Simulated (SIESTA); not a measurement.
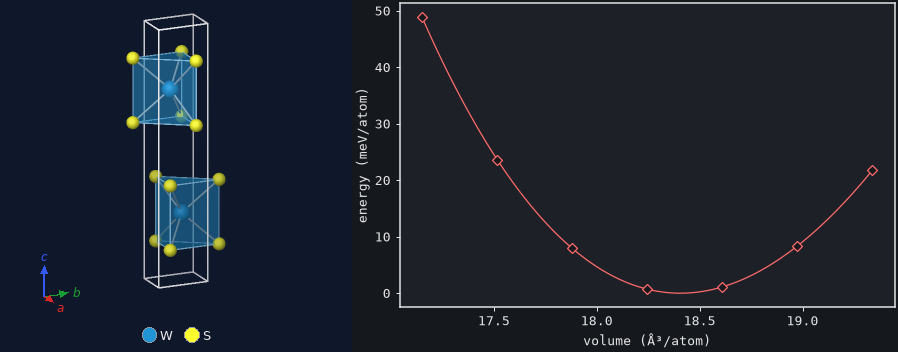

Computed with SIESTA 5.4.2: DFT in numerical atomic orbitals with pseudopotentials, no spin polarisation; energies at scaled volumes of the given cell, shape and fractions fixed, counted from the fit's minimum, third-order Birch-Murnaghan fit. Level: PBE with D3(BJ).

k mesh 7×7×2; occupations Fermi–Dirac; smearing width 0.05 eV; potentials PseudoDojo 0.4 standard, converted to PSML; program settings basis DZP, mesh cutoff 800 Ry.

Cell as given: a = 3.180 Å, b = 3.180 Å, c = 12.500 Å, α = 90.00°, β = 90.00°, γ = 120.00°; 6 atoms.

Caption: Energy against volume for WS₂, space group P6_3/mmc (No. 194). The conventional cell is drawn beside the plot.

A third-order Birch–Murnaghan fit gives V0 = 18.41 Å³/atom, B0 = 161 GPa and B′ = 4.4. The energy is 48.85 meV/atom at volume 17.15 Å³/atom and 21.78 meV/atom at 19.34 Å³/atom; the lowest computed point is at volume 18.25 Å³/atom (0.72 meV/atom), in a single well.

Limits of the calculation: mulliken charges of long orbitals; short basis over semicore shells; shape and atomic fractions are frozen while scaling, which makes layered, chain and framework solids too stiff.
